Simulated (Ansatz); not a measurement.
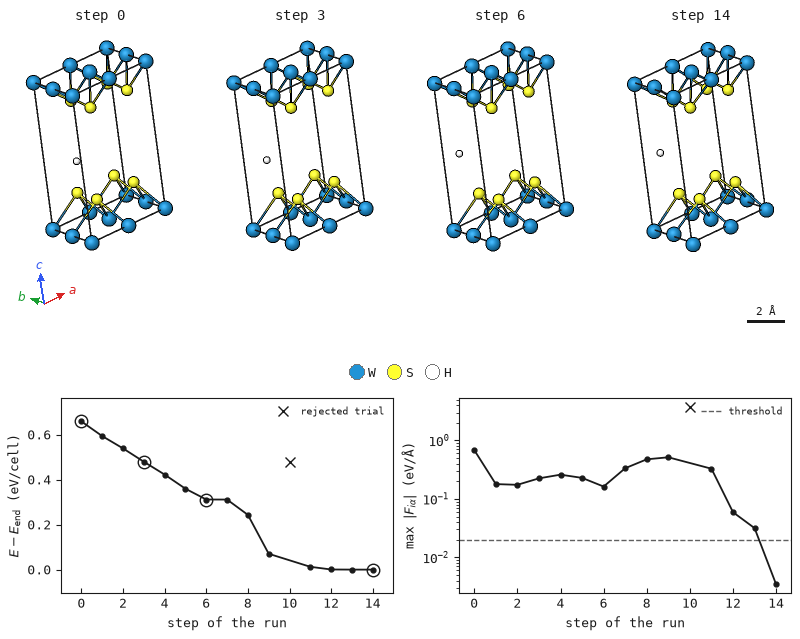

Frames of a relaxation of a defect cell of composition HW4S8 (cell charge −1), marked on the history of the run. A ball-and-stick model of the cell of the calculation, reduced to other axes, seen slightly off an axis. Lengths and directions refer to the drawn axes.

Case: H interstitial, charge -1, atoms relaxed. The atoms of the start lie slightly off their symmetric places, so part of the fall in energy undoes that.

Method: DFT PBE, scalar-relativistic, plane waves, PAW in Ansatz. Set-up: plane-wave cutoff 420 eV; k-point mesh 3 × 3 × 3; occupations gaussian; smearing width 0.02 eV; no spin polarisation; atoms relaxed in a fixed cell; force threshold 0.02 eV/Å; at most 60 steps.

> Describe the path.

Over 13 accepted moves (14 points after the start) the energy falls by 0.659 eV per cell of the calculation. The largest force component goes from 0.68 to 0.0034 eV/Å. The line search rejected the trial step at point 10 of the run. The largest move is that of the H atom, 1.23 Å along [−2 0 1]. By element the largest moves are H 1.23 Å, S 0.39 Å, W 0.16 Å. The cell doesn't change. Near-neighbour distances that change, for instance: H–S 2.525 → 1.449 Å, S–W 2.420 → 2.897 Å, W–W 3.188 → 3.275 Å, W–W 3.188 → 3.101 Å. New bonds form, among them: H–S (2.52 → 1.45 Å). Bond angles that change, for instance: W–S–W 82.4° → 72.9°, S–W–S 81.0° → 88.8°, S–W–S 135.3° → 141.7°. The run took 54 s on 4 threads of Intel(R) Xeon(R) 6975P-C (Granite Rapids), on a shared host, peak memory 0.85 GiB. From step 0 to 3: the H atom moves most (0.57 Å), energy −0.179 eV per cell of the calculation. From step 3 to 6: the H atom moves most (0.57 Å), energy −0.168 eV per cell of the calculation. From step 6 to 14: the H atom moves most (0.34 Å), energy −0.312 eV per cell of the calculation.

| step | E − E(0), meV/atom | largest force component, eV/Å | note |
| --- | --- | --- | --- |
| 0 | 0.00 | 0.6837 |  |
| 1 | -5.00 | 0.1792 |  |
| 2 | -9.21 | 0.1741 |  |
| 3 | -13.78 | 0.2246 |  |
| 4 | -18.16 | 0.2596 |  |
| 5 | -23.00 | 0.2288 |  |
| 6 | -26.69 | 0.1626 |  |
| 7 | -26.70 | 0.3347 |  |
| 8 | -31.93 | 0.4752 |  |
| 9 | -45.24 | 0.5146 |  |
| 10 | -13.77 | 3.7785 | rejected |
| 11 | -49.69 | 0.3282 |  |
| 12 | -50.61 | 0.0592 |  |
| 13 | -50.65 | 0.0316 |  |
| 14 | -50.66 | 0.0034 |  |

Limits of the set-up: the periodic images lie only 6.4 Å apart, so the values are limited by the cell's size; the cell is charged, on a uniform background, and energies carry no finite-size correction.
